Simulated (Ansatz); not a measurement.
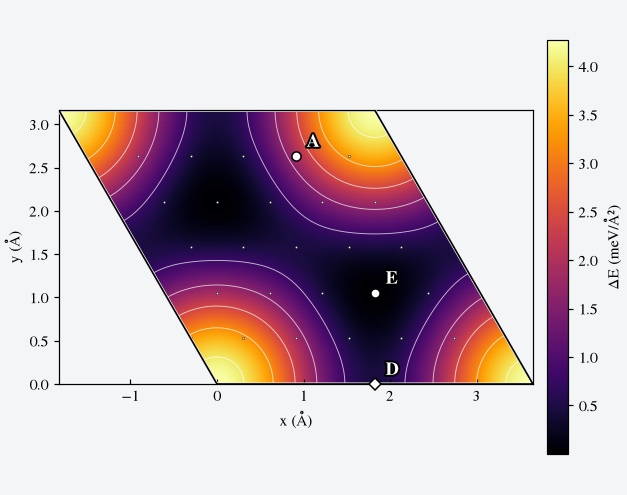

A bilayer of two ZrS₂ sheets (1T type), the upper one turned by 180 degrees about the normal (6 atoms in the cell). 
- The upper layer of a bilayer is slid over the lower one; relaxed at each slide: nothing; the origin of the map has S4 above S3; the distance between the facing planes is held at 3.24 Å.
- Places are given modulo a cell vector. The map is drawn in real space over the plane of the slide.
- Grid: 6 × 6 points; 7 points were computed and 29 follow by symmetry.
- Energies are in meV/Å², from the lowest grid point.
- At a held distance the lowest stacking need not be the one that binds best once the distance relaxes.
- Computed with DFT PBE+D3(BJ), scalar-relativistic, plane waves, PAW (Ansatz 0.2.0). Settings: cutoff 420 eV, k-mesh 9×9×1, gaussian smearing 0.05 eV, no spin polarisation.

In the figure: a smooth colour map with a few white contour lines, dots at the grid points, the outline of one cell of the plane, lettered points. Between grid points the surface is interpolated.

Q: Is E the lowest point of the computed grid?

A: Yes. E, at (4/6, 2/6) of the cell vectors, has the lowest energy of the grid.

Q: What kind of point is each of A, D, E: minimum, saddle, maximum or slope?

A: A: on a slope; D: saddle point; E: minimum. (In these two coordinates alone; a stationary point may lie a little off the grid point.)

Q: Rank the lettered points by energy, lowest first.

A: E (0.00 meV/Å²), D (0.47 meV/Å²), A (1.89 meV/Å²).

PAW datasets: the set soft_1.
